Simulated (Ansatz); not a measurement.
**Geometry relaxation of SiO2 (part 1 of 3)**

The run: geometry relaxation of SiO2 (P6₃22, 12 atoms in the cell). Method and program: DFT LDA, scalar-relativistic, plane waves, PAW, no spin polarisation (Ansatz 0.2.0).

The structure derives from a Materials Project entry.

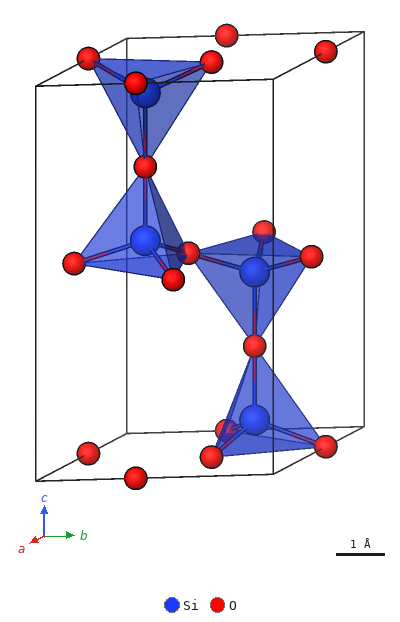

Fig. 1: The input geometry (polyhedral view of the cell of the calculation, seen slightly off an axis; polyhedra are completed across the faces of the cell). An atom can appear more than once, as a periodic image.

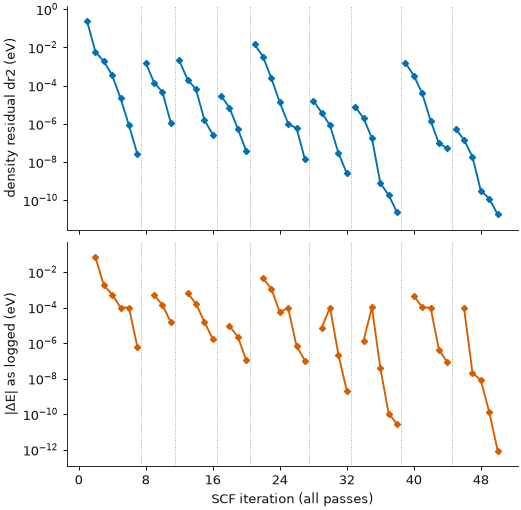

Fig. 2: Convergence of the self-consistent field: density residual dr2 and size of the energy change against the SCF iteration. The dotted lines part the SCF passes of the relaxation: geometry steps, rejected trials and re-solves on a re-selected basis. The 9 passes take 4 to 7 iterations each, 50 in all.

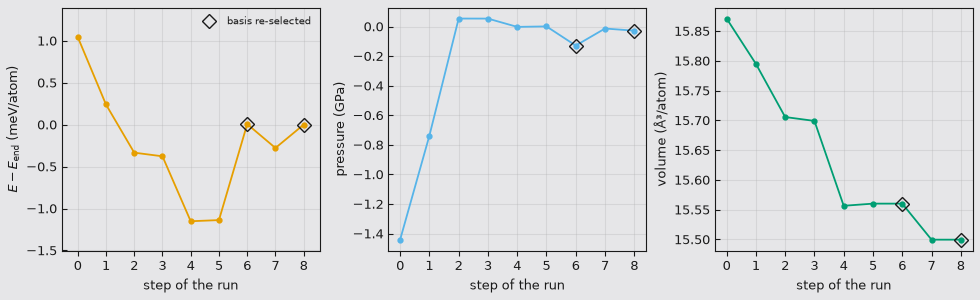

Fig. 3: Progress of the relaxation, step by step (the first geometry is step 0 here and step 1 in the log).

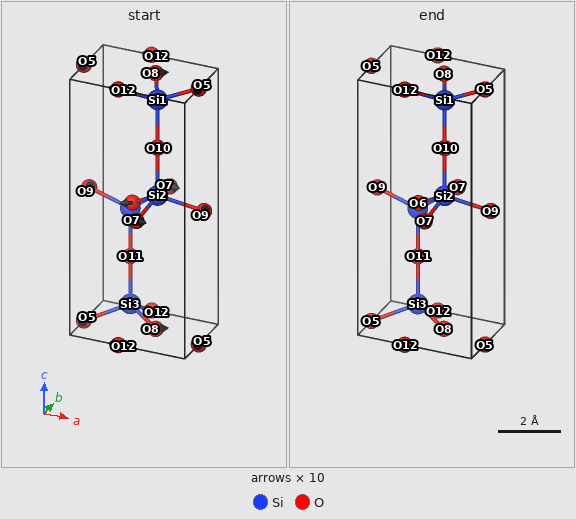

Fig. 4: Before (left) and after (right) the relaxation, at one scale (ball-and-stick view of the cell of the calculation, seen slightly off an axis). The black arrows give the displacements (without the part carried along by the change of the cell), magnified 10 times. After 6 geometry steps the energy has fallen by 1.3 meV per atom. The largest force component goes from 0.058 to 0.00066 eV/Å. Pressure: −1.44 GPa at the start and −0.03 GPa at the end. 1 further SCF at an unchanged geometry re-selected the plane-wave basis for the new cell. The largest moves relative to the cell, 0.046 Å, are those of O5, O6, O7, O8, O9 and O12. Largest moves by element: O 0.046 Å, Si 0.001 Å. The drawn cell changes as follows: a = b 5.069 → 5.015 Å (−1.1 %), c 8.558 → 8.539 Å (−0.2 %); the volume changes by −2.3 %. Among the contacts that change: Si1–O10 1.602 → 1.597 Å. Among the angles that change: Si2–O9–Si4 151.3° → 148.1°. The space group stays P6_322 (No. 182). The energy change given includes the shifts at the re-selections in mid-walk, which come without any move. A last SCF at the same geometry on a re-selected plane-wave basis shifts the energy by +0.3 meV per atom. (Atoms are counted from 1 in the order of the input.)

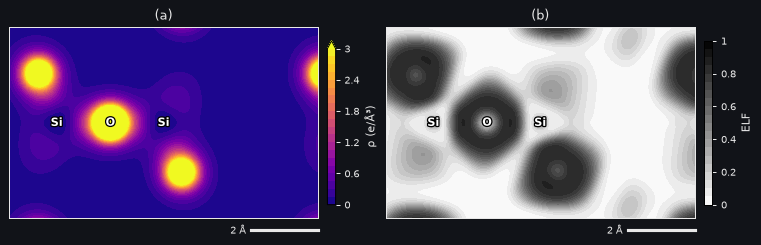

Fig. 5: (a) valence pseudo-density; (b) ELF on the (11̄0) plane of the conventional cell. The section cuts through Si and O sites. Si–O (1.60 Å): ρ is about 1.3 e/Å³ halfway; the ELF peaks at about 0.85 between the atoms (a shared but strongly polarised pair). The density dies away to nearly zero in the voids. Core electrons are frozen (PAW), so the fields are smoothed inside the atomic spheres.

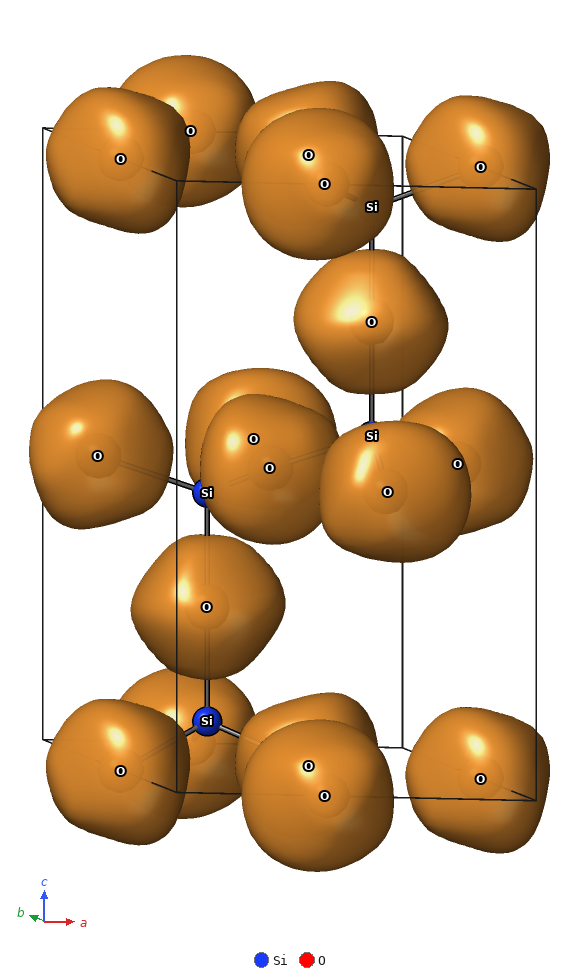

Fig. 6: Isosurface of the ELF at 0.6 (orange), seen slightly off an axis. Only the valence region is drawn (cores and ρ < 0.01 e/Å³ removed). Sticks mark near contacts. The outline is the cell set on symmetry axes. Along the contacts the grid gives the following.

The input that produced these results follows, with the program's output.

### The input
```yaml
crystal:
  lattice:
    - [5.0690738885, 0.0, 0.0]
    - [-2.5345369442, 4.3899467611, 0.0]
    - [0.0, 0.0, 8.55848854]
  atoms:
    - { symbol: Si, position: [0.66666667, 0.33333333, 0.9371258] }
    - { symbol: Si, position: [0.66666667, 0.33333333, 0.5628742] }
    - { symbol: Si, position: [0.33333333, 0.66666667, 0.0628742] }
    - { symbol: Si, position: [0.33333333, 0.66666667, 0.4371258] }
    - { symbol: O, position: [0.0, 0.42125874, 0.0] }
    - { symbol: O, position: [0.42125874, 0.42125874, 0.5] }
    - { symbol: O, position: [0.57874126, 0.0, 0.5] }
    - { symbol: O, position: [0.57874126, 0.57874126, 0.0] }
    - { symbol: O, position: [0.0, 0.57874126, 0.5] }
    - { symbol: O, position: [0.66666667, 0.33333333, 0.75] }
    - { symbol: O, position: [0.33333333, 0.66666667, 0.25] }
    - { symbol: O, position: [0.42125874, 0.0, 0.0] }
basis:
  ecutwfc: 420
kpoints:
  mp_grid: { grid: [6, 6, 4] }
hamiltonian:
  xc: lda
scf:
  occupations: { method: gaussian, width: 0.02 }
output:
  forces: true
  stress: true
  eigenvalues: true
  write_density: true
  write_potential: true
  elf: true
  volumetric_format: npy
relax:
  adjacent_minimum: "off"
  f_tol: 0.005
  max_steps: 80
  cell: { stress_tol: 0.05 }
```

Command:
```bash
ansatz run input.yaml --threads 2 --pin off --max-ram 5120MiB --backend cpu --events-out ev --progress --plain --runs-dir out
```

### Output
```
Engine: ansatz 0.2.0, x86_64-unknown-linux-gnu
Pseudopotentials: kind: paw
Pseudopotential: Si, paw, valence charge 4, recommended cutoff 420 eV (normal), Si.paw.azcp
Pseudopotential: O, paw, valence charge 6, recommended cutoff 420 eV (normal), O.paw.azcp
Functional definition: SPW92
  exchange = slater_x
  correlation = pw_c
Crystal: 12 atoms, lattice volume = 190.452 Å³
Basis set: ecut = 420 eV, 3755 PW (Γ)
Bands: 44, of which v1, the nominal top of the filled ones, is band 32 counted from 1 (31 counted from 0)
Symmetry: 12 space group operations
Space group: P6322 (ITA 182), of the structure as read, at distance tolerance 5.8e-5 Å
k-points: 21 of 144 (time reversal used)
Non-local potential: Si, projectors of the file, l = 0: 2, l = 1: 2, l = 2: 2
Non-local potential: O, projectors of the file, l = 0: 2, l = 1: 2, l = 2: 1
PAW form: soft (Blöchl's): semilocal exchange-correlation on the pseudo side does not see the compensation charge
PAW frozen core: Si, regenerated for the run's functional, and the local potential with it (the file was generated under x = pbe(κ = 0.804, μ = 0.2195149727645171), c = pbe(β = 0.06672455060314922))
PAW frozen core: O, regenerated for the run's functional, and the local potential with it (the file was generated under x = pbe(κ = 0.804, μ = 0.2195149727645171), c = pbe(β = 0.06672455060314922))
PAW one-centre angular grid: Si, 110 points (default); XC on 64 Gauss nodes
PAW one-centre angular grid: O, 110 points (default); XC on 64 Gauss nodes
Initial density: superposition of atomic densities (neutral atoms: chi_scale 0, normalization atom), corrected by the library's trained network
Initial wavefunctions: pseudopotential atomic-orbital guess
Functional: x = slater, c = lda
SCF iter   1: F=—  HF=-6890.737248 eV  |F-HF|=—  |Δ(HF+E_count)|=         —  Δρ=1.20e-2  dr2=2.42e-1  ethr=1.77e-3  ⟨swp⟩=8.0  Hψ=4924  notcnv=0  defer=13
preconditioner: auto → Resta (q_TF=auto, 2.275 Å⁻¹)  ε∞=2.8  [insulator: Δε(μ)=5.199 eV  Ē_g=16.183 eV  σ=0.020 eV  W_gap=1.00  n_scr=36 (ndim 8)  ℏωp=21.5 eV  f_vac=0.290  D(μ)=0.00/eV (n_scr^D=0)  ε∞_Penn≈2.8]
SCF iter   2: F=—  HF=-6890.668026 eV  |F-HF|=—  |Δ(HF+E_count)|=   6.92e-2  Δρ=3.20e-3  dr2=5.95e-3  ethr=3.77e-4  ⟨swp⟩=2.6  Hψ=1790  notcnv=0  defer=94
SCF iter   3: F=—  HF=-6890.666174 eV  |F-HF|=—  |Δ(HF+E_count)|=   1.85e-3  Δρ=1.38e-3  dr2=1.91e-3  ethr=9.30e-6  ⟨swp⟩=3.0  Hψ=1625  notcnv=0  defer=94
SCF iter   4: F=—  HF=-6890.665625 eV  |F-HF|=—  |Δ(HF+E_count)|=   5.49e-4  Δρ=5.66e-4  dr2=3.56e-4  ethr=2.98e-6  ⟨swp⟩=1.0  Hψ=830  notcnv=0  defer=94
SCF iter   5: F=—  HF=-6890.665524 eV  |F-HF|=—  |Δ(HF+E_count)|=   1.02e-4  Δρ=1.27e-4  dr2=2.21e-5  ethr=5.57e-7  ⟨swp⟩=2.0  Hψ=1299  notcnv=0  defer=94
SCF iter   6: F=—  HF=-6890.665422 eV  |F-HF|=—  |Δ(HF+E_count)|=   1.02e-4  Δρ=2.08e-5  dr2=8.56e-7  ethr=3.46e-8  ⟨swp⟩=2.0  Hψ=1301  notcnv=0  defer=94
SCF iter   7: F=-6890.665422 eV  HF=-6890.665422 eV  |F-HF|=7.11e-8  |Δ(HF+E_count)|=   6.41e-7  Δρ=3.83e-6  dr2=2.69e-8  ethr=1.56e-10  ⟨swp⟩=17.1  Hψ=7501  notcnv=0
SCF 1 converged in 7 iterations: F = -6890.665422 eV  dr2 = 2.69e-8
  greatest PAW one-centre occupation: 0.856 electrons in one spin orbital (limit 2), on the O atom at site 11 (counted from 0), in its partial waves of l = 0
relax step   1: F+E_penalty+E_count = -6890.66542246 eV  Δ(F+E_penalty+E_count) = +0.000e0 eV  max|allowed force component| = 5.796e-2 eV/Å  Δτ_max = 0.0000 Å  P = -1.441 GPa  Ω = 190.452 Å³  (7 SCF iters, dr2 threshold 1.00e-7 eV, accepted)
Crystal: 12 atoms, lattice volume = 189.539 Å³
Initial density: handed on by an earlier stage of this run
Initial wavefunctions: those handed on with the density
iter 1 solved again at ethr=2.94e-6 eV; its pass at ethr=3.10e-3 eV (dr2=1.88e-3 eV) is discarded
SCF iter   1: F=—  HF=-6890.675745 eV  |F-HF|=—  |Δ(HF+E_count)|=         —  Δρ=9.63e-4  dr2=1.60e-3  ethr=2.94e-6  ⟨swp⟩=3.6  Hψ=3431  notcnv=0
preconditioner: auto → Resta (q_TF=auto, 2.277 Å⁻¹)  ε∞=2.7  [insulator: Δε(μ)=5.412 eV  Ē_g=16.363 eV  σ=0.020 eV  W_gap=1.00  n_scr=36 (ndim 8)  ℏωp=21.6 eV  f_vac=0.278  D(μ)=0.00/eV (n_scr^D=0)  ε∞_Penn≈2.7]
SCF iter   2: F=—  HF=-6890.675238 eV  |F-HF|=—  |Δ(HF+E_count)|=   5.08e-4  Δρ=3.23e-4  dr2=1.47e-4  ethr=2.50e-6  ⟨swp⟩=2.0  Hψ=1428  notcnv=0
SCF iter   3: F=—  HF=-6890.675096 eV  |F-HF|=—  |Δ(HF+E_count)|=   1.42e-4  Δρ=1.44e-4  dr2=4.69e-5  ethr=2.30e-7  ⟨swp⟩=2.0  Hψ=1348  notcnv=0
SCF iter   4: F=-6890.675082 eV  HF=-6890.675081 eV  |F-HF|=9.05e-7  |Δ(HF+E_count)|=   1.53e-5  Δρ=2.01e-5  dr2=1.14e-6  ethr=1.87e-9  ⟨swp⟩=11.9  Hψ=8269  notcnv=0
SCF 2 converged in 4 iterations: F = -6890.675082 eV  dr2 = 1.14e-6
relax step   2: F+E_penalty+E_count = -6890.67508180 eV  Δ(F+E_penalty+E_count) = -9.659e-3 eV  max|allowed force component| = 1.829e-2 eV/Å  Δτ_max = 0.0017 Å  P = -0.738 GPa  Ω = 189.539 Å³  energy of the carried Pulay correction = +3.815e-3 eV  (4 SCF iters, dr2 threshold 1.20e-6 eV, accepted)
Crystal: 12 atoms, lattice volume = 188.467 Å³
iter 1 solved again at ethr=3.93e-6 eV; its pass at ethr=3.10e-3 eV (dr2=2.52e-3 eV) is discarded
SCF iter   1: F=—  HF=-6890.682816 eV  |F-HF|=—  |Δ(HF+E_count)|=         —  Δρ=1.11e-3  dr2=2.13e-3  ethr=3.93e-6  ⟨swp⟩=4.1  Hψ=3649  notcnv=0
preconditioner: auto → Resta (q_TF=auto, 2.279 Å⁻¹)  ε∞=2.7  [insulator: Δε(μ)=5.430 eV  Ē_g=16.405 eV  σ=0.020 eV  W_gap=1.00  n_scr=36 (ndim 8)  ℏωp=21.6 eV  f_vac=0.276  D(μ)=0.00/eV (n_scr^D=0)  ε∞_Penn≈2.7]
SCF iter   2: F=—  HF=-6890.682153 eV  |F-HF|=—  |Δ(HF+E_count)|=   6.63e-4  Δρ=3.86e-4  dr2=2.07e-4  ethr=3.33e-6  ⟨swp⟩=2.0  Hψ=1428  notcnv=0
SCF iter   3: F=—  HF=-6890.681987 eV  |F-HF|=—  |Δ(HF+E_count)|=   1.67e-4  Δρ=1.73e-4  dr2=6.54e-5  ethr=3.24e-7  ⟨swp⟩=2.0  Hψ=1251  notcnv=0
SCF iter   4: F=—  HF=-6890.681970 eV  |F-HF|=—  |Δ(HF+E_count)|=   1.64e-5  Δρ=2.48e-5  dr2=1.66e-6  ethr=1.02e-7  ⟨swp⟩=2.0  Hψ=1596  notcnv=0
SCF iter   5: F=-6890.681972 eV  HF=-6890.681972 eV  |F-HF|=1.30e-7  |Δ(HF+E_count)|=   1.74e-6  Δρ=1.41e-5  dr2=2.75e-7  ethr=1.87e-9  ⟨swp⟩=12.9  Hψ=7572  notcnv=0
SCF 3 converged in 5 iterations: F = -6890.681972 eV  dr2 = 2.75e-7
  greatest PAW one-centre occupation: 0.857 electrons in one spin orbital (limit 2), on the O atom at site 4 (counted from 0), in its partial waves of l = 0
relax step   3: F+E_penalty+E_count = -6890.68197203 eV  Δ(F+E_penalty+E_count) = -6.890e-3 eV  max|allowed force component| = 2.633e-2 eV/Å  Δτ_max = 0.0031 Å  P = +0.054 GPa  Ω = 188.467 Å³  energy of the carried Pulay correction = +8.319e-3 eV  (5 SCF iters, dr2 threshold 1.20e-6 eV, accepted)
Crystal: 12 atoms, lattice volume = 188.389 Å³
iter 1 solved again at ethr=4.25e-8 eV; its pass at ethr=3.10e-3 eV (dr2=2.72e-5 eV) is discarded
SCF iter   1: F=—  HF=-6890.682504 eV  |F-HF|=—  |Δ(HF+E_count)|=         —  Δρ=1.49e-4  dr2=2.98e-5  ethr=4.25e-8  ⟨swp⟩=2.9  Hψ=3712  notcnv=0
preconditioner: auto → Resta (q_TF=auto, 2.279 Å⁻¹)  ε∞=2.7  [insulator: Δε(μ)=5.414 eV  Ē_g=16.393 eV  σ=0.020 eV  W_gap=1.00  n_scr=36 (ndim 8)  ℏωp=21.6 eV  f_vac=0.277  D(μ)=0.00/eV (n_scr^D=0)  ε∞_Penn≈2.7]
SCF iter   2: F=—  HF=-6890.682495 eV  |F-HF|=—  |Δ(HF+E_count)|=   9.29e-6  Δρ=7.61e-5  dr2=6.96e-6  ethr=4.25e-8  ⟨swp⟩=2.0  Hψ=1442  notcnv=0
SCF iter   3: F=—  HF=-6890.682493 eV  |F-HF|=—  |Δ(HF+E_count)|=   2.25e-6  Δρ=1.99e-5  dr2=5.46e-7  ethr=1.09e-8  ⟨swp⟩=2.3  Hψ=1339  notcnv=0
SCF iter   4: F=-6890.682493 eV  HF=-6890.682493 eV  |F-HF|=1.48e-9  |Δ(HF+E_count)|=   1.13e-7  Δρ=5.37e-6  dr2=3.80e-8  ethr=6.77e-11  ⟨swp⟩=8.7  Hψ=6774  notcnv=0
SCF 4 converged in 4 iterations: F = -6890.682493 eV  dr2 = 3.80e-8
  greatest PAW one-centre occupation: 0.857 electrons in one spin orbital (limit 2), on the O atom at site 8 (counted from 0), in its partial waves of l = 0
relax step   4: F+E_penalty+E_count = -6890.68249255 eV  Δ(F+E_penalty+E_count) = -5.205e-4 eV  max|allowed force component| = 2.569e-2 eV/Å  Δτ_max = 0.0014 Å  P = +0.054 GPa  Ω = 188.389 Å³  energy of the carried Pulay correction = +8.649e-3 eV  (4 SCF iters, dr2 threshold 4.33e-8 eV, accepted)
Crystal: 12 atoms, lattice volume = 186.678 Å³
Basis set: ecut = 420 eV, 3671 PW (Γ)
iter 1 solved again at ethr=2.18e-5 eV; its pass at ethr=3.10e-3 eV (dr2=1.40e-2 eV) is discarded
SCF iter   1: F=—  HF=-6890.697608 eV  |F-HF|=—  |Δ(HF+E_count)|=         —  Δρ=3.28e-3  dr2=1.44e-2  ethr=2.18e-5  ⟨swp⟩=3.9  Hψ=4687  notcnv=0
preconditioner: auto → Resta (q_TF=auto, 2.282 Å⁻¹)  ε∞=2.8  [insulator: Δε(μ)=5.415 eV  Ē_g=16.397 eV  σ=0.020 eV  W_gap=1.00  n_scr=36 (ndim 8)  ℏωp=21.7 eV  f_vac=0.270  D(μ)=0.00/eV (n_scr^D=0)  ε∞_Penn≈2.8]
SCF iter   2: F=—  HF=-6890.693078 eV  |F-HF|=—  |Δ(HF+E_count)|=   4.53e-3  Δρ=1.67e-3  dr2=3.37e-3  ethr=2.18e-5  ⟨swp⟩=2.2  Hψ=1433  notcnv=0
SCF iter   3: F=—  HF=-6890.691937 eV  |F-HF|=—  |Δ(HF+E_count)|=   1.14e-3  Δρ=4.27e-4  dr2=2.41e-4  ethr=5.26e-6  ⟨swp⟩=2.2  Hψ=1368  notcnv=0
SCF iter   4: F=—  HF=-6890.691881 eV  |F-HF|=—  |Δ(HF+E_count)|=   5.60e-5  Δρ=1.05e-4  dr2=1.36e-5  ethr=3.77e-7  ⟨swp⟩=2.0  Hψ=1458  notcnv=0
SCF iter   5: F=—  HF=-6890.691783 eV  |F-HF|=—  |Δ(HF+E_count)|=   9.79e-5  Δρ=2.10e-5  dr2=1.04e-6  ethr=2.12e-8  ⟨swp⟩=2.4  Hψ=1593  notcnv=0
SCF iter   6: F=—  HF=-6890.691784 eV  |F-HF|=—  |Δ(HF+E_count)|=   7.00e-7  Δρ=2.04e-5  dr2=5.94e-7  ethr=1.63e-9  ⟨swp⟩=2.0  Hψ=1494  notcnv=0
SCF iter   7: F=-6890.691784 eV  HF=-6890.691784 eV  |F-HF|=1.52e-8  |Δ(HF+E_count)|=   1.05e-7  Δρ=2.75e-6  dr2=1.43e-8  ethr=6.44e-11  ⟨swp⟩=9.2  Hψ=7139  notcnv=0
SCF 5 converged in 7 iterations: F = -6890.691784 eV  dr2 = 1.43e-8
relax step   5: F+E_penalty+E_count = -6890.69178384 eV  Δ(F+E_penalty+E_count) = -9.291e-3 eV  max|allowed force component| = 2.978e-3 eV/Å  Δτ_max = 0.0312 Å  P = -0.002 GPa  Ω = 186.678 Å³  energy of the carried Pulay correction = +1.589e-2 eV  (7 SCF iters, dr2 threshold 4.12e-8 eV, accepted)
Crystal: 12 atoms, lattice volume = 186.722 Å³
iter 1 solved again at ethr=2.10e-8 eV; its pass at ethr=3.10e-3 eV (dr2=1.34e-5 eV) is discarded
SCF iter   1: F=—  HF=-6890.691730 eV  |F-HF|=—  |Δ(HF+E_count)|=         —  Δρ=1.04e-4  dr2=1.66e-5  ethr=2.10e-8  ⟨swp⟩=2.9  Hψ=3903  notcnv=0
preconditioner: auto → Resta (q_TF=auto, 2.282 Å⁻¹)  ε∞=2.8  [insulator: Δε(μ)=5.413 eV  Ē_g=16.393 eV  σ=0.020 eV  W_gap=1.00  n_scr=36 (ndim 8)  ℏωp=21.7 eV  f_vac=0.272  D(μ)=0.00/eV (n_scr^D=0)  ε∞_Penn≈2.8]
SCF iter   2: F=—  HF=-6890.691723 eV  |F-HF|=—  |Δ(HF+E_count)|=   7.41e-6  Δρ=5.22e-5  dr2=3.88e-6  ethr=2.10e-8  ⟨swp⟩=2.2  Hψ=1380  notcnv=0
SCF iter   3: F=—  HF=-6890.691621 eV  |F-HF|=—  |Δ(HF+E_count)|=   1.02e-4  Δρ=2.32e-5  dr2=8.37e-7  ethr=6.06e-9  ⟨swp⟩=2.0  Hψ=1446  notcnv=0
SCF iter   4: F=—  HF=-6890.691621 eV  |F-HF|=—  |Δ(HF+E_count)|=   2.30e-7  Δρ=4.22e-6  dr2=3.02e-8  ethr=1.31e-9  ⟨swp⟩=2.0  Hψ=1441  notcnv=0
SCF iter   5: F=-6890.691621 eV  HF=-6890.691621 eV  |F-HF|=5.57e-10  |Δ(HF+E_count)|=   2.05e-9  Δρ=1.13e-6  dr2=2.63e-9  ethr=1.27e-11  ⟨swp⟩=9.8  Hψ=5645  notcnv=0
SCF 6 converged in 5 iterations: F = -6890.691621 eV  dr2 = 2.63e-9
  greatest PAW one-centre occupation: 0.857 electrons in one spin orbital (limit 2), on the O atom at site 11 (counted from 0), in its partial waves of l = 0
relax step   6: F+E_penalty+E_count = -6890.69162067 eV  Δ(F+E_penalty+E_count) = +1.632e-4 eV  max|allowed force component| = 9.608e-4 eV/Å  Δτ_max = 0.0008 Å  P = +0.001 GPa  Ω = 186.722 Å³  energy of the carried Pulay correction = +1.571e-2 eV  (5 SCF iters, dr2 threshold 8.13e-9 eV, accepted)
Initial wavefunctions: pseudopotential atomic-orbital guess (no wavefunctions were taken with the density)
iter 1 solved again at ethr=3.78e-7 eV; its pass at ethr=3.10e-3 eV (dr2=2.42e-4 eV) is discarded
```
